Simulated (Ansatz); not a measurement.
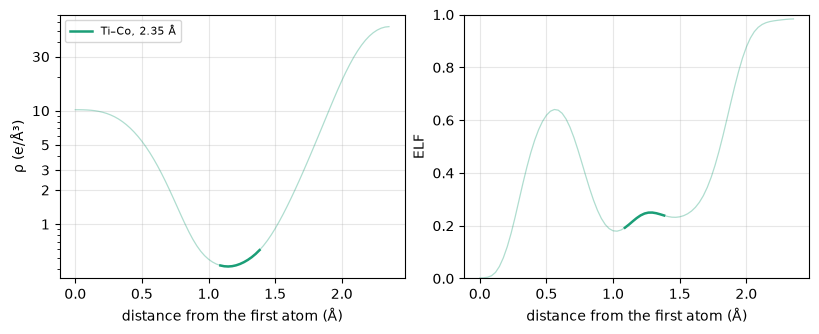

Figure 1: TiCo. Valence pseudo-density and ELF along straight lines between neighbouring atoms. Thin, pale parts lie inside the atomic spheres.

Space group P4mm; a structure from a database of computed crystals, not necessarily the ambient phase; not relaxed (largest force 1.5 eV/Å); computed pressure about 6 GPa in this cell; spin-polarised.

These are results of Ansatz, DFT PBEsol, scalar-relativistic, plane waves, PAW, not measurements.

Core electrons are frozen (PAW), and the valence fields are smoothed inside the atomic spheres.

```yaml
crystal:
  lattice:
    - [0.00000, 0.00000, 2.93850]
    - [2.93850, 0.00000, 0.00000]
    - [0.00000, 2.93850, 0.00000]
  atoms:
    - { symbol: Ti, position: [0.00000, 0.00000, 0.93194] }
    - { symbol: Co, position: [0.50000, 0.50000, 0.55528] }
```

What can be read from the curves?

Ti–Co (2.35 Å): ρ at the midpoint is about 0.43 e/Å³; the ELF is about 0.25 at the midpoint: no localised pair shows between them.
